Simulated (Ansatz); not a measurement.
```cif
data_structure
_symmetry_space_group_name_H-M 'P 1'
_symmetry_Int_Tables_number 1
_cell_length_a 5.6897
_cell_length_b 5.6897
_cell_length_c 25.6321
_cell_angle_alpha 90.000
_cell_angle_beta 90.000
_cell_angle_gamma 109.471
_cell_volume 782.32
loop_
_atom_site_label
_atom_site_type_symbol
_atom_site_fract_x
_atom_site_fract_y
_atom_site_fract_z
_atom_site_occupancy
Ta1 Ta 0.25000 0.25000 0.31211 1
Ta2 Ta 0.25000 0.75000 0.31211 1
Ta3 Ta 0.75000 0.25000 0.31211 1
Ta4 Ta 0.75000 0.75000 0.31211 1
Ta5 Ta 0.50010 0.50012 0.40071 1
Ta6 Ta 0.50018 0.99999 0.40068 1
Ta7 Ta 0.00012 0.50000 0.40068 1
Ta8 Ta 0.00004 0.00004 0.40071 1
Ta9 Ta 0.74858 0.75189 0.48933 1
Ta10 Ta 0.75192 0.24848 0.48915 1
Ta11 Ta 0.25166 0.74849 0.48913 1
Ta12 Ta 0.24890 0.25136 0.48921 1
```

Computed with Ansatz 0.2.0, DFT PBE+D3(BJ), scalar-relativistic, plane waves, PAW.

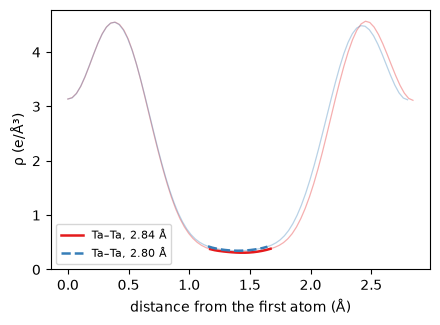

Ta (slab). Valence electron density along straight lines between neighbouring atoms. Thin, pale parts lie inside the atomic spheres.

The density is the valence pseudo-density of a PAW calculation; it isn't the true density close to the nuclei.

> Compare the contacts.

Ta–Ta (2.84 Å): ρ is about 0.31 e/Å³ halfway.
Ta–Ta (2.80 Å): ρ at the midpoint is about 0.35 e/Å³.
